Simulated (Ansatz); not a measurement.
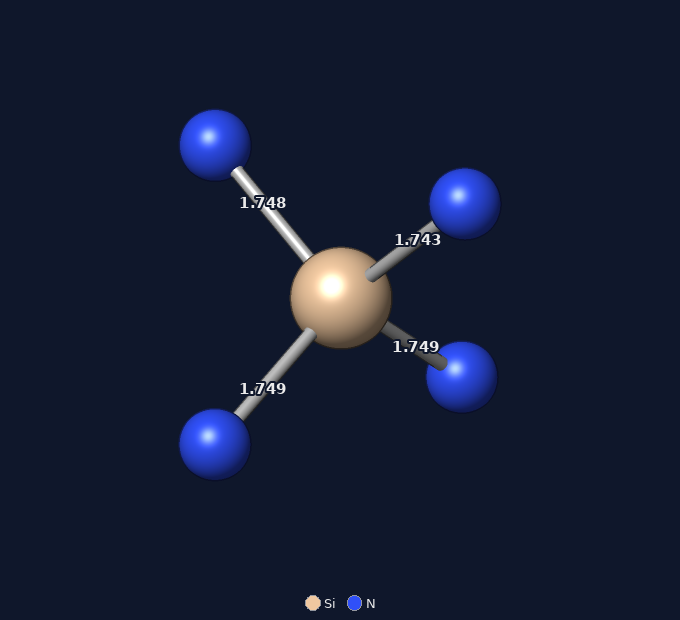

The surroundings of site Si1 (at 0.769, 0.175, 0.250) in Si₃N₄ (P6_3/m, No. 176), with bond lengths in Å.

Origin of the cell: the end point of a relaxation with DFT, PBE, plane waves, PAW in Ansatz 0.2.0.

```xyz
14
Lattice="7.6636 0.0000 0.0000 -3.8318 6.6369 0.0000 0.0000 0.0000 2.9264" Properties=species:S:1:pos:R:3 pbc="T T T"
Si    5.2220    1.1615    0.7316
Si    1.6051    5.1032    2.1948
Si    4.0467    3.9416    0.7316
Si   -1.3902    5.4753    2.1948
Si    2.2267    1.5337    0.7316
Si   -0.2149    2.6952    2.1948
N    -1.0282    2.1902    0.7316
N     5.2528    0.2046    2.1948
N     2.4492    4.6513    0.7316
N     4.8600    4.4467    2.1948
N    -1.4210    6.4322    0.7316
N     1.3827    1.9855    2.1948
N     3.8318    2.2123    0.7316
N     0.0000    4.4246    2.1948
```

Bond valence s = exp((R0 − d)/b), R0 fitted to published crystal structures with b = 0.37 Å; R0 in Å: Si4+–N 1.740.

Question: Calculate the bond-valence sum of Si1 from the bonds drawn.

Answer: 1 × 0.992 + 1 × 0.979 + 2 × 0.976 = 3.92 v.u., against a formal valence of 4: a close match.

Question: And over the whole structure?

Answer:
```json
{"site": "Si1", "x, y, z": "0.769, 0.175, 0.250", "formal valence": "+4", "bond-valence sum": "4.04", "difference": "0.04"}
{"site": "N1", "x, y, z": "0.031, 0.330, 0.250", "formal valence": "−3", "bond-valence sum": "3.02", "difference": "0.02"}
{"site": "N2", "x, y, z": "0.667, 0.333, 0.250", "formal valence": "−3", "bond-valence sum": "3.07", "difference": "0.07"}
```

These sums include all anions within 5 Å. The global instability index (root mean square of the differences over all atoms) is 0.04 v.u.: little strain. Cells relaxed with PBE tend to have slightly long bonds, which lowers the sums.
